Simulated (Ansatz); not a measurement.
## Run report: Si₁₆C₁₇, nudged elastic band (part 1 of 3)

System: Si₁₆C₁₇ (defect cell, 33 atoms in the cell).
Method: DFT PBE, scalar-relativistic, plane waves, PAW, no spin polarisation (Ansatz 0.2.0).

The structure derives from a Materials Project entry. It belongs to a series of runs on one base structure; here: climbing-image band for the jump of C by 1.01 A. Figures and captions count atoms from 1; the log counts them from 0 in places.

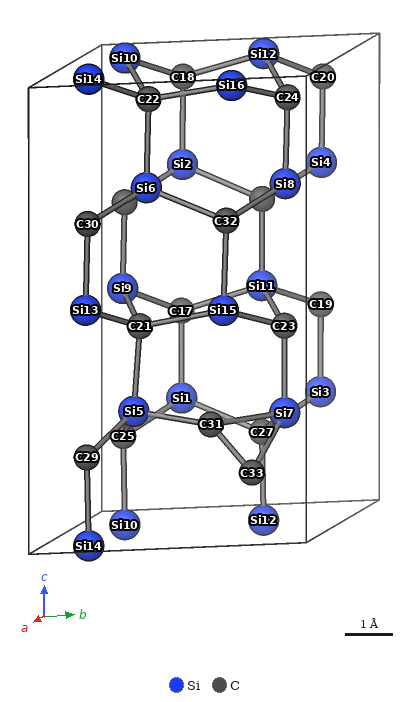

Figure 1. The starting structure (ball-and-stick view of the cell of the calculation, seen slightly off an axis; atoms are numbered from 1 in the order of the input). An atom can appear more than once, as a periodic image.

### The input
```yaml
crystal:
  lattice:
    - [6.1838730322, 0.0, 0.0]
    - [-3.0919365161, 5.3553911397, 0.0]
    - [0.0, 0.0, 10.1485845858]
  atoms:
    - { symbol: Si, position: [0.1661803727, 0.3316988348, 0.2501660161] }
    - { symbol: Si, position: [0.1678336888, 0.3350088301, 0.7507806263] }
    - { symbol: Si, position: [0.1723648235, 0.8332587286, 0.2517944721] }
    - { symbol: Si, position: [0.1710963059, 0.8362093174, 0.7429936562] }
    - { symbol: Si, position: [0.6428104964, 0.2850339766, 0.2664400943] }
    - { symbol: Si, position: [0.668813662, 0.3369895087, 0.7469465153] }
    - { symbol: Si, position: [0.661591449, 0.8334043168, 0.2517272672] }
    - { symbol: Si, position: [0.6657878039, 0.836236561, 0.7430061651] }
    - { symbol: Si, position: [0.3280269344, 0.1616713271, 0.5040276853] }
    - { symbol: Si, position: [0.3399176333, 0.1728710503, 0.9986959673] }
    - { symbol: Si, position: [0.3320994706, 0.663486501, 0.4980444896] }
    - { symbol: Si, position: [0.3360664742, 0.671531967, 0.9954280037] }
    - { symbol: Si, position: [0.8343430036, 0.1616485681, 0.5040192066] }
    - { symbol: Si, position: [0.8335635587, 0.1728777412, 0.9986976464] }
    - { symbol: Si, position: [0.8287006618, 0.656694513, 0.490518594] }
    - { symbol: Si, position: [0.8457397018, 0.6908537435, 0.9733936301] }
    - { symbol: C, position: [0.1656229388, 0.3305352971, 0.4373339839] }
    - { symbol: C, position: [0.1686748282, 0.336720651, 0.9389596823] }
    - { symbol: C, position: [0.1683076837, 0.8332623499, 0.4384949223] }
    - { symbol: C, position: [0.1812333415, 0.844304606, 0.9276002617] }
    - { symbol: C, position: [0.655436692, 0.3101427344, 0.4494517658] }
    - { symbol: C, position: [0.6734781318, 0.3463371413, 0.9370036305] }
    - { symbol: C, position: [0.665666585, 0.8332364861, 0.4384415381] }
    - { symbol: C, position: [0.6636808925, 0.8443038482, 0.9276047624] }
    - { symbol: C, position: [0.3339141846, 0.1652462339, 0.1881316574] }
    - { symbol: C, position: [0.333103108, 0.1700884236, 0.6890246421] }
    - { symbol: C, position: [0.3325982059, 0.6645126634, 0.1847228069] }
    - { symbol: C, position: [0.333018929, 0.6653513464, 0.6837401346] }
    - { symbol: C, position: [0.8319890746, 0.1653620914, 0.1881254789] }
    - { symbol: C, position: [0.8376606004, 0.1700869195, 0.6890198844] }
    - { symbol: C, position: [0.8026716564, 0.6044183412, 0.2452113818] }
    - { symbol: C, position: [0.8347529627, 0.6688594946, 0.6832832212] }
    - { symbol: C, position: [-0.1121818905, -0.2248251643, 0.1455453813] }
basis:
  ecutwfc: 420
  xc_grid: 2
kpoints:
  mp_grid: { grid: [2, 2, 2], shift: [0.0, 0.0, 0.0] }
hamiltonian:
  xc: pbe
scf:
  occupations: { method: gaussian, width: 0.02 }
output:
  forces: true
neb:
  images: 5
  f_tol: 0.05
  max_iterations: 70
  order_check: false
  final_atoms:
    - { symbol: Si, position: [0.1655184622, 0.3338196273, 0.2501660161] }
    - { symbol: Si, position: [0.1671751413, 0.3321663112, 0.7507806263] }
    - { symbol: Si, position: [0.1718128678, 0.838408551, 0.2517272672] }
    - { symbol: Si, position: [0.1704487572, 0.8342121961, 0.7430061651] }
    - { symbol: Si, position: [0.6608939051, 0.3276351765, 0.2517944721] }
    - { symbol: Si, position: [0.6651130114, 0.3289036941, 0.7429936562] }
    - { symbol: Si, position: [0.6422234802, 0.8571895036, 0.2664400943] }
    - { symbol: Si, position: [0.6681758467, 0.831186338, 0.7469465153] }
    - { symbol: Si, position: [0.3313870303, 0.1679005294, 0.4980444896] }
    - { symbol: Si, position: [0.3354654928, 0.1639335258, 0.9954280037] }
    - { symbol: Si, position: [0.3273055645, 0.6656569964, 0.5040192066] }
    - { symbol: Si, position: [0.3393141825, 0.6664364413, 0.9986976464] }
    - { symbol: Si, position: [0.8336443928, 0.1719730656, 0.5040276853] }
    - { symbol: Si, position: [0.832953417, 0.1600823667, 0.9986959673] }
    - { symbol: Si, position: [0.8279938511, 0.6712993382, 0.490518594] }
    - { symbol: Si, position: [0.8451140417, 0.6542602982, 0.9733936301] }
    - { symbol: C, position: [0.1649123583, 0.3343770612, 0.4373339839] }
    - { symbol: C, position: [0.1680458227, 0.3313251718, 0.9389596823] }
    - { symbol: C, position: [0.167569901, 0.834333415, 0.4384415381] }
    - { symbol: C, position: [0.1806229557, 0.8363191075, 0.9276047624] }
    - { symbol: C, position: [0.6649546662, 0.3316923163, 0.4384949223] }
    - { symbol: C, position: [0.6630712645, 0.3187666585, 0.9276002617] }
    - { symbol: C, position: [0.6547060424, 0.844563308, 0.4494517658] }
    - { symbol: C, position: [0.6728590095, 0.8265218682, 0.9370036305] }
    - { symbol: C, position: [0.3319144575, 0.1674017941, 0.1847228069] }
    - { symbol: C, position: [0.3323324174, 0.166981071, 0.6837401346] }
    - { symbol: C, position: [0.3333730169, 0.6680109254, 0.1881254789] }
    - { symbol: C, position: [0.332426319, 0.6623393996, 0.6890198844] }
    - { symbol: C, position: [0.8313320493, 0.1660858154, 0.1881316574] }
    - { symbol: C, position: [0.8369853157, 0.166896892, 0.6890246421] }
    - { symbol: C, position: [0.8017466848, 0.6973283436, 0.2452113818] }
    - { symbol: C, position: [0.8341065319, 0.6652470373, 0.6832832212] }
    - { symbol: C, position: [-0.1126432738, -0.3878181095, 0.1455453813] }
```

Launched with:
```bash
ansatz run input.yaml --threads 4 --pin off --max-ram 10240MiB --backend cpu --events-out ev --progress --plain --runs-dir out
```

### What the program printed
```
Warning: neb: disabling space-group detection — the band's intermediate images generally break the endpoint symmetry, so no spatial operation reduces the k-mesh or symmetrises the density, except that a semilocal band can use its path's symmetry ahead of convergence; time reversal is kept, so that k and −k are solved as one point where they differ and the mesh holds both, and exact exchange and, on two spinor components, a DFT+U term hold to it where the run has them: on two components no moment then forms, and a state that bears one, which a typed moment (crystal.atoms[].spin; refused beside efield: under a hybrid functional) reaches, can lie lower, under hf by electronvolts; crystal.symmetry.detect: false (a key that needs symmetry detection or time reversal refuses this as the deck is read) with time_reversal: false beside it drops time reversal too
Engine: ansatz 0.2.0, aarch64-unknown-linux-gnu
Pseudopotentials: kind: paw
Pseudopotential: Si, paw, valence charge 4, recommended cutoff 420 eV (normal), Si.paw.azcp
Pseudopotential: C, paw, valence charge 4, recommended cutoff 420 eV (normal), C.paw.azcp
Functional definition: PBE
  parameter kappa = 0.804
  parameter beta = 0.06672455060314922
  exchange = pbe_x(kappa = kappa, mu = beta*pi^2/3)
  correlation = pbe_c(beta = beta)
parallel-image band execution: 4 concurrent image workers
NEB image 0
Crystal: 33 atoms, lattice volume = 336.091 Å³
Basis set: ecut = 420 eV, 6579 PW (Γ), exchange–correlation on 90×90×144 points (8 copies of the dense FFT grid, shifted against one another)
Bands: 99, of which v1, the nominal top of the filled ones, is band 66 counted from 1 (65 counted from 0)
Symmetry: 1 space group operations
k-points: 8
Non-local potential: Si, projectors of the file, l = 0: 2, l = 1: 2, l = 2: 2
Non-local potential: C, projectors of the file, l = 0: 2, l = 1: 2, l = 2: 1
PAW form: soft (Blöchl's): semilocal exchange-correlation on the pseudo side does not see the compensation charge
PAW one-centre angular grid: Si, 110 points (default); XC on 64 Gauss nodes
PAW one-centre angular grid: C, 110 points (default); XC on 64 Gauss nodes
Initial density: superposition of atomic densities (neutral atoms: chi_scale 0, normalization atom), corrected by the library's trained network
Initial wavefunctions: pseudopotential atomic-orbital guess
Functional: x = pbe(κ = 0.804, μ = 0.2195149727645171), c = pbe(β = 0.06672455060314922)
SCF iter   1: F=—  HF=-14438.075871 eV  |F-HF|=—  |Δ(HF+E_count)|=         —  Δρ=5.33e-3  dr2=1.49e-1  ethr=1.77e-3  ⟨swp⟩=6.0  Hψ=3608  notcnv=0  defer=125
preconditioner: auto → Resta (q_TF=auto, 2.335 Å⁻¹)  ε∞=4.8  [insulator: Δε(μ)=1.098 eV  Ē_g=11.862 eV  σ=0.020 eV  W_gap=1.00  n_scr=66 (ndim 8)  ℏωp=23.3 eV  f_vac=0.000  D(μ)=0.00/eV (n_scr^D=0)  ε∞_Penn≈4.8]
SCF iter   2: F=—  HF=-14438.047874 eV  |F-HF|=—  |Δ(HF+E_count)|=   2.80e-2  Δρ=2.64e-3  dr2=2.77e-2  ethr=1.13e-4  ⟨swp⟩=2.4  Hψ=1277  notcnv=0  defer=200
SCF iter   3: F=—  HF=-14438.043117 eV  |F-HF|=—  |Δ(HF+E_count)|=   4.76e-3  Δρ=8.04e-4  dr2=2.72e-3  ethr=2.10e-5  ⟨swp⟩=2.0  Hψ=1182  notcnv=0  defer=201
SCF iter   4: F=—  HF=-14438.042835 eV  |F-HF|=—  |Δ(HF+E_count)|=   2.82e-4  Δρ=2.11e-4  dr2=1.78e-4  ethr=2.06e-6  ⟨swp⟩=2.0  Hψ=1119  notcnv=0  defer=201
SCF iter   5: F=—  HF=-14438.042863 eV  |F-HF|=—  |Δ(HF+E_count)|=   2.79e-5  Δρ=6.80e-5  dr2=1.78e-5  ethr=1.35e-7  ⟨swp⟩=2.0  Hψ=1119  notcnv=0  defer=201
SCF iter   6: F=—  HF=-14438.042933 eV  |F-HF|=—  |Δ(HF+E_count)|=   7.03e-5  Δρ=2.15e-5  dr2=1.50e-6  ethr=1.35e-8  ⟨swp⟩=2.0  Hψ=1119  notcnv=0  defer=201
SCF iter   7: F=-14438.042934 eV  HF=-14438.042934 eV  |F-HF|=1.06e-8  |Δ(HF+E_count)|=   6.60e-7  Δρ=4.41e-6  dr2=6.96e-8  ethr=7.58e-11  ⟨swp⟩=3.0  Hψ=2870  notcnv=0
SCF 1 converged in 7 iterations: F = -14438.042934 eV  dr2 = 6.96e-8
  greatest PAW one-centre occupation: 0.695 electrons in one spin orbital (limit 2), on the C atom at site 30 (counted from 0), in its partial waves of l = 0
NSCF: frozen V_eff on 8 k-points
NEB image 6
SCF iter   1: F=—  HF=-14438.075945 eV  |F-HF|=—  |Δ(HF+E_count)|=         —  Δρ=5.33e-3  dr2=1.49e-1  ethr=1.77e-3  ⟨swp⟩=6.0  Hψ=3614  notcnv=0  defer=128
preconditioner: auto → Resta (q_TF=auto, 2.335 Å⁻¹)  ε∞=4.8  [insulator: Δε(μ)=1.098 eV  Ē_g=11.861 eV  σ=0.020 eV  W_gap=1.00  n_scr=66 (ndim 8)  ℏωp=23.3 eV  f_vac=0.000  D(μ)=0.00/eV (n_scr^D=0)  ε∞_Penn≈4.8]
SCF iter   2: F=—  HF=-14438.047845 eV  |F-HF|=—  |Δ(HF+E_count)|=   2.81e-2  Δρ=2.64e-3  dr2=2.77e-2  ethr=1.13e-4  ⟨swp⟩=2.5  Hψ=1280  notcnv=0  defer=200
SCF iter   3: F=—  HF=-14438.043049 eV  |F-HF|=—  |Δ(HF+E_count)|=   4.80e-3  Δρ=8.03e-4  dr2=2.71e-3  ethr=2.10e-5  ⟨swp⟩=2.0  Hψ=1182  notcnv=0  defer=201
SCF iter   4: F=—  HF=-14438.042759 eV  |F-HF|=—  |Δ(HF+E_count)|=   2.90e-4  Δρ=2.10e-4  dr2=1.77e-4  ethr=2.05e-6  ⟨swp⟩=2.0  Hψ=1119  notcnv=0  defer=201
SCF iter   5: F=—  HF=-14438.042792 eV  |F-HF|=—  |Δ(HF+E_count)|=   3.28e-5  Δρ=6.77e-5  dr2=1.76e-5  ethr=1.34e-7  ⟨swp⟩=2.0  Hψ=1119  notcnv=0  defer=201
SCF iter   6: F=—  HF=-14438.042933 eV  |F-HF|=—  |Δ(HF+E_count)|=   1.42e-4  Δρ=2.14e-5  dr2=1.48e-6  ethr=1.33e-8  ⟨swp⟩=2.0  Hψ=1119  notcnv=0  defer=201
SCF iter   7: F=-14438.042934 eV  HF=-14438.042934 eV  |F-HF|=1.02e-8  |Δ(HF+E_count)|=   6.52e-7  Δρ=4.46e-6  dr2=7.13e-8  ethr=7.58e-11  ⟨swp⟩=3.0  Hψ=2871  notcnv=0
SCF 2 converged in 7 iterations: F = -14438.042934 eV  dr2 = 7.13e-8
[... from here on the iterations of each SCF are left out, up to the last one ...]
NSCF: frozen V_eff on 8 k-points
NEB end point (image 0): max|allowed force component| = 1.032e-2 eV/Å (the criterion of neb.relax_end_points is 1.000e-2)
NEB end point (image 6): max|allowed force component| = 9.146e-3 eV/Å (the criterion of neb.relax_end_points is 1.000e-2)
NEB image 1
preconditioner: auto → Resta (q_TF=auto, 2.335 Å⁻¹)  ε∞=4.8  [insulator: Δε(μ)=0.538 eV  Ē_g=11.892 eV  σ=0.020 eV  W_gap=1.00  n_scr=66 (ndim 8)  ℏωp=23.3 eV  f_vac=0.000  D(μ)=0.00/eV (n_scr^D=0)  ε∞_Penn≈4.8]
SCF 3 converged in 8 iterations: F = -14437.389743 eV  dr2 = 1.38e-8
NEB image 2
preconditioner: auto → Kerker (q_TF=auto, 2.335 Å⁻¹)  [metal: Δε(μ)=0.011 eV  Ē_g=11.906 eV  σ=0.020 eV  W_gap=0.29  n_scr=66 (ndim 8)  ℏωp=23.3 eV  f_vac=0.000  D(μ)=13.14/eV (n_scr^D=110)]
SCF 4 converged in 9 iterations: F = -14435.958989 eV  dr2 = 5.48e-8
NEB image 3
preconditioner: auto → Resta (q_TF=auto, 2.335 Å⁻¹)  ε∞=4.8  [insulator: Δε(μ)=0.288 eV  Ē_g=11.913 eV  σ=0.020 eV  W_gap=1.00  n_scr=66 (ndim 8)  ℏωp=23.3 eV  f_vac=0.000  D(μ)=0.00/eV (n_scr^D=0)  ε∞_Penn≈4.8]
SCF 5 converged in 8 iterations: F = -14435.276274 eV  dr2 = 1.27e-8
NEB image 4
preconditioner: auto → Kerker (q_TF=auto, 2.335 Å⁻¹)  [metal: Δε(μ)=0.006 eV  Ē_g=11.907 eV  σ=0.020 eV  W_gap=0.16  n_scr=66 (ndim 8)  ℏωp=23.3 eV  f_vac=0.000  D(μ)=13.82/eV (n_scr^D=110)]
SCF 6 converged in 9 iterations: F = -14435.960432 eV  dr2 = 5.20e-8
NEB image 5
preconditioner: auto → Resta (q_TF=auto, 2.335 Å⁻¹)  ε∞=4.8  [insulator: Δε(μ)=0.533 eV  Ē_g=11.893 eV  σ=0.020 eV  W_gap=1.00  n_scr=66 (ndim 8)  ℏωp=23.3 eV  f_vac=0.000  D(μ)=0.00/eV (n_scr^D=0)  ε∞_Penn≈4.8]
SCF 7 converged in 8 iterations: F = -14437.389857 eV  dr2 = 1.38e-8
NEB iter   1: max|band force component| = 2.180e1 eV/Å  barrier→ = 2.7667 eV  barrier← = 2.7667 eV  Δτ_max = 0.1322 Å  (56 SCF iters)
NEB image 1
Initial density: handed on by an earlier stage of this run
Initial wavefunctions: those handed on with the density
preconditioner: auto → Resta (q_TF=auto, 2.335 Å⁻¹)  ε∞=4.9  [insulator: Δε(μ)=0.474 eV  Ē_g=11.859 eV  σ=0.020 eV  W_gap=1.00  n_scr=66 (ndim 8)  ℏωp=23.3 eV  f_vac=0.000  D(μ)=0.00/eV (n_scr^D=0)  ε∞_Penn≈4.9]
SCF 8 converged in 8 iterations: F = -14437.866128 eV  dr2 = 6.47e-9
NEB image 2
preconditioner: auto → Resta (q_TF=auto, 2.335 Å⁻¹)  ε∞=4.9  [insulator: Δε(μ)=0.046 eV  Ē_g=11.850 eV  σ=0.020 eV  W_gap=0.90  n_scr=66 (ndim 8)  ℏωp=23.3 eV  f_vac=0.000  D(μ)=3.74/eV (n_scr^D=22)  ε∞_Penn≈4.9]
SCF 9 converged in 8 iterations: F = -14437.658135 eV  dr2 = 3.00e-8
NEB image 3
preconditioner: auto → Resta (q_TF=auto, 2.335 Å⁻¹)  ε∞=4.9  [insulator: Δε(μ)=0.404 eV  Ē_g=11.847 eV  σ=0.020 eV  W_gap=1.00  n_scr=66 (ndim 8)  ℏωp=23.3 eV  f_vac=0.000  D(μ)=0.00/eV (n_scr^D=0)  ε∞_Penn≈4.9]
SCF 10 converged in 8 iterations: F = -14437.713990 eV  dr2 = 3.43e-8
NEB image 4
preconditioner: auto → Resta (q_TF=auto, 2.335 Å⁻¹)  ε∞=4.9  [insulator: Δε(μ)=0.053 eV  Ē_g=11.850 eV  σ=0.020 eV  W_gap=0.94  n_scr=66 (ndim 8)  ℏωp=23.3 eV  f_vac=0.000  D(μ)=2.49/eV (n_scr^D=2)  ε∞_Penn≈4.9]
SCF 11 converged in 8 iterations: F = -14437.661369 eV  dr2 = 2.94e-8
NEB image 5
preconditioner: auto → Resta (q_TF=auto, 2.335 Å⁻¹)  ε∞=4.9  [insulator: Δε(μ)=0.468 eV  Ē_g=11.859 eV  σ=0.020 eV  W_gap=1.00  n_scr=66 (ndim 8)  ℏωp=23.3 eV  f_vac=0.000  D(μ)=0.00/eV (n_scr^D=0)  ε∞_Penn≈4.9]
SCF 12 converged in 8 iterations: F = -14437.865988 eV  dr2 = 6.43e-9
NEB iter   2: max|band force component| = 3.024e0 eV/Å  barrier→ = 0.3848 eV  barrier← = 0.3848 eV  Δτ_max = 0.0496 Å  (40 SCF iters)
[... from here on the SCF iterations and repeated set-up lines of each step are left out, up to the last step ...]
NEB image 1
SCF 13 converged in 7 iterations: F = -14437.938512 eV  dr2 = 1.49e-8
NEB image 2
SCF 14 converged in 7 iterations: F = -14437.882810 eV  dr2 = 2.80e-8
NEB image 3
SCF 15 converged in 7 iterations: F = -14437.945711 eV  dr2 = 1.77e-8
NEB image 4
SCF 16 converged in 7 iterations: F = -14437.886509 eV  dr2 = 2.76e-8
NEB image 5
SCF 17 converged in 7 iterations: F = -14437.938060 eV  dr2 = 1.65e-8
NEB iter   3: max|band force component| = 1.971e0 eV/Å  barrier→ = 0.1601 eV  barrier← = 0.1601 eV  Δτ_max = 0.1282 Å  (35 SCF iters)
NEB image 1
SCF 18 converged in 7 iterations: F = -14437.969784 eV  dr2 = 1.82e-8
NEB image 2
SCF 19 converged in 7 iterations: F = -14438.061742 eV  dr2 = 8.04e-8
NEB image 3
SCF 20 converged in 8 iterations: F = -14438.158145 eV  dr2 = 1.49e-8
NEB image 4
SCF 21 converged in 7 iterations: F = -14438.064566 eV  dr2 = 8.02e-8
NEB image 5
SCF 22 converged in 7 iterations: F = -14437.969043 eV  dr2 = 1.98e-8
NEB iter   4: max|band force component| = 1.275e0 eV/Å  barrier→ = 0.0739 eV  barrier← = 0.0739 eV  Δτ_max = 0.1518 Å  (36 SCF iters)
NEB image 1
SCF 23 converged in 7 iterations: F = -14437.960925 eV  dr2 = 2.02e-8
NEB image 2
SCF 24 converged in 7 iterations: F = -14438.114347 eV  dr2 = 6.17e-8
NEB image 3
SCF 25 converged in 8 iterations: F = -14438.104983 eV  dr2 = 3.09e-8
NEB image 4
SCF 26 converged in 7 iterations: F = -14438.115957 eV  dr2 = 6.61e-8
NEB image 5
SCF 27 converged in 7 iterations: F = -14437.960255 eV  dr2 = 2.01e-8
NEB iter   5: max|band force component| = 3.304e0 eV/Å  barrier→ = 0.0827 eV  barrier← = 0.0827 eV  Δτ_max = 0.0525 Å  (36 SCF iters)
NEB image 1
SCF 28 converged in 7 iterations: F = -14437.988723 eV  dr2 = 1.02e-8
NEB image 2
SCF 29 converged in 7 iterations: F = -14438.154815 eV  dr2 = 2.98e-8
NEB image 3
SCF 30 converged in 7 iterations: F = -14438.281285 eV  dr2 = 8.22e-8
NEB image 4
SCF 31 converged in 7 iterations: F = -14438.157143 eV  dr2 = 3.05e-8
NEB image 5
SCF 32 converged in 7 iterations: F = -14437.988023 eV  dr2 = 1.02e-8
NEB iter   6: max|band force component| = 8.382e-1 eV/Å  barrier→ = 0.0549 eV  barrier← = 0.0549 eV  Δτ_max = 0.0248 Å  (35 SCF iters)
NEB image 1
SCF 33 converged in 6 iterations: F = -14437.995901 eV  dr2 = 2.08e-8
NEB image 2
SCF 34 converged in 6 iterations: F = -14438.165451 eV  dr2 = 3.58e-8
NEB image 3
SCF 35 converged in 6 iterations: F = -14438.301448 eV  dr2 = 6.84e-8
NEB image 4
SCF 36 converged in 6 iterations: F = -14438.167644 eV  dr2 = 3.54e-8
NEB image 5
SCF 37 converged in 6 iterations: F = -14437.995162 eV  dr2 = 2.09e-8
NEB iter   7: max|band force component| = 3.980e-1 eV/Å  barrier→ = 0.0478 eV  barrier← = 0.0478 eV  CI = image 5  Δτ_max = 0.0533 Å  (30 SCF iters)
NEB image 1
SCF 38 converged in 7 iterations: F = -14438.000203 eV  dr2 = 1.19e-8
NEB image 2
SCF 39 converged in 6 iterations: F = -14438.161472 eV  dr2 = 9.06e-8
NEB image 3
SCF 40 converged in 7 iterations: F = -14438.304504 eV  dr2 = 1.25e-8
```
